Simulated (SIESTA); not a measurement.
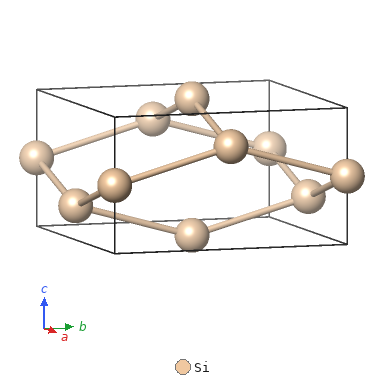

System: Si, space group I4_1/amd (No. 141). The picture shows the conventional cell.

Structure:
```cif
data_structure
_symmetry_space_group_name_H-M 'P 1'
_symmetry_Int_Tables_number 1
_cell_length_a 3.6075
_cell_length_b 3.6075
_cell_length_c 3.6075
_cell_angle_alpha 97.803
_cell_angle_beta 97.803
_cell_angle_gamma 136.757
_cell_volume 29.90
loop_
_atom_site_label
_atom_site_type_symbol
_atom_site_fract_x
_atom_site_fract_y
_atom_site_fract_z
_atom_site_occupancy
Si1 Si 0.50000 0.50000 0.00000 1
Si2 Si 0.25000 0.75000 0.50000 1
```

Calculation (SIESTA 5.4.2): DFT in numerical atomic orbitals with pseudopotentials, no spin polarisation; energies at scaled volumes of the given cell, shape and fractions fixed, counted from the fit's minimum, third-order Birch-Murnaghan fit. Level: LDA.

- k mesh: 11×11×11
- occupations: Fermi–Dirac
- smearing width: 0.05 eV
- potentials: PseudoDojo 0.4 standard, converted to PSML, two zetas on semicore shells
- program settings: basis DZP, mesh cutoff 500 Ry

What does the calculation give for the energy and pressure against volume? The volume takes the values 14.053, 14.352, 14.651, 14.950, 15.249, 15.548, 15.847 Å³/atom.

A third-order Birch–Murnaghan fit gives V0 = 14.93 Å³/atom, B0 = 111 GPa and B′ = 4.8. The energy is 20.12 meV/atom at volume 14.053 Å³/atom and 17.32 meV/atom at 15.847 Å³/atom; the lowest computed point is at volume 14.950 Å³/atom (0.00 meV/atom). The pressure falls from 7.77 GPa at volume 14.053 Å³/atom to −5.71 GPa at 15.847 Å³/atom, and changes sign near 14.93 Å³/atom.

| volume (Å³/atom) | energy (meV/atom) | pressure (GPa) |
| --- | --- | --- |
| 14.053 | 20.12 | 7.77 |
| 14.352 | 8.42 | 4.84 |
| 14.651 | 1.90 | 2.22 |
| 14.950 | 0.00 | −0.12 |
| 15.249 | 2.24 | −2.21 |
| 15.548 | 8.15 | −4.06 |
| 15.847 | 17.32 | −5.71 |

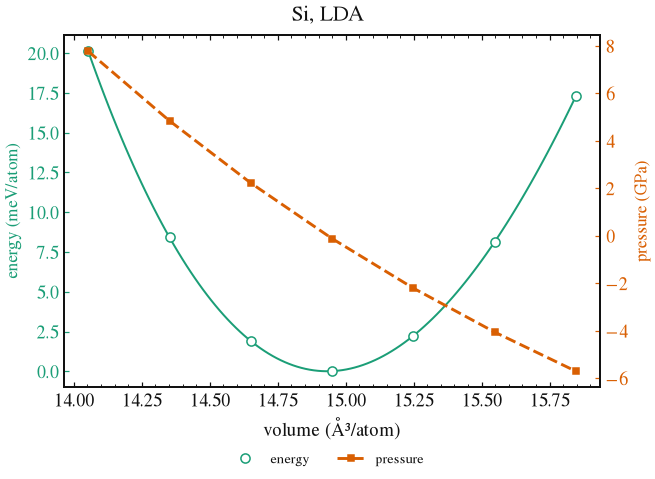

Limits of the calculation: mulliken charges of long orbitals; shape and atomic fractions are frozen while scaling, which makes layered, chain and framework solids too stiff.
